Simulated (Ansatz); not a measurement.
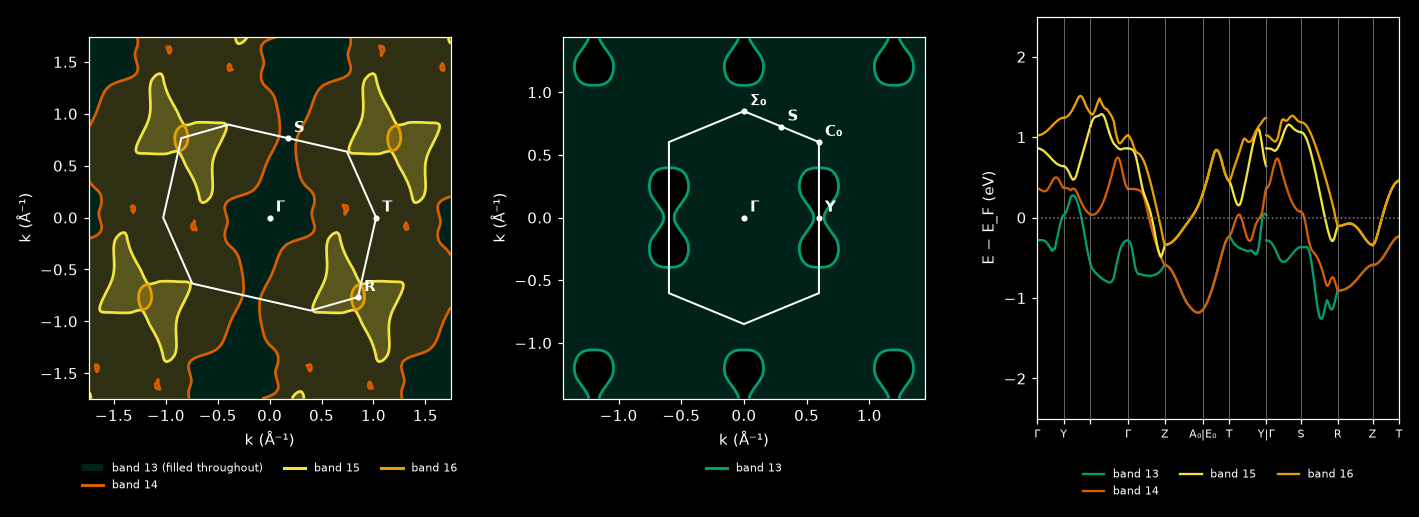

ScAl (Cmcm): cuts through the Fermi surface in the plane through Γ, T and S and the plane through Γ, Y and S, filled states shaded, and the bands that cross the Fermi level.

All numbers here come from DFT LDA, scalar-relativistic, plane waves, PAW; levels and slopes on a dense k mesh at the converged density (Ansatz). No spin polarisation. Mesh 18×18×20, interpolated with the band slopes. The geometry was not relaxed (residual pressure −4 GPa). The cell comes from a database of computed structures, not from a measurement.

### For each band, read its level at the labelled points (eV from the Fermi level).

| band | Γ | Y | T | Z | S | R |
| --- | --- | --- | --- | --- | --- | --- |
| band 13 | −0.28 | +0.03 | −0.23 | −0.59 | −0.37 | −0.91 |
| band 14 | +0.36 | +0.37 | −0.23 | −0.59 | +0.07 | −0.91 |
| band 15 | +0.86 | +0.64 | +0.45 | −0.34 | +1.06 | −0.11 |
| band 16 | +1.02 | +1.24 | +0.45 | −0.34 | +1.19 | −0.11 |

Negative values are filled states.

### What are the full three-dimensional sheets?

Band 13: one hole pocket centred at Y (1.0 % of the zone); mean Fermi speed 4.0 × 10⁵ m/s; weight Sc (66 %) and Al (34 %).
Band 14: open, warped sheets that part slabs of filled states from slabs of empty ones; mean Fermi speed 3.3 × 10⁵ m/s; weight Sc (63 %) and Al (37 %).
Band 15: an open sheet between a empty part that runs through the repeated zones in all directions and a filled one that does so in two; weight Sc (73 %) and Al (27 %).
Band 16: an open sheet between a empty part that runs through the repeated zones in all directions and a filled one that does so in two; mean Fermi speed 2.8 × 10⁵ m/s; weight Sc (76 %) and Al (24 %).
A pocket cut by a face of the zone is counted once with the part on the opposite face.
Weights are shares of the states' density in the atoms' Voronoi cells.

Necks and pockets thinner than about two mesh steps aren't resolved, so separate pockets may in truth be joined.
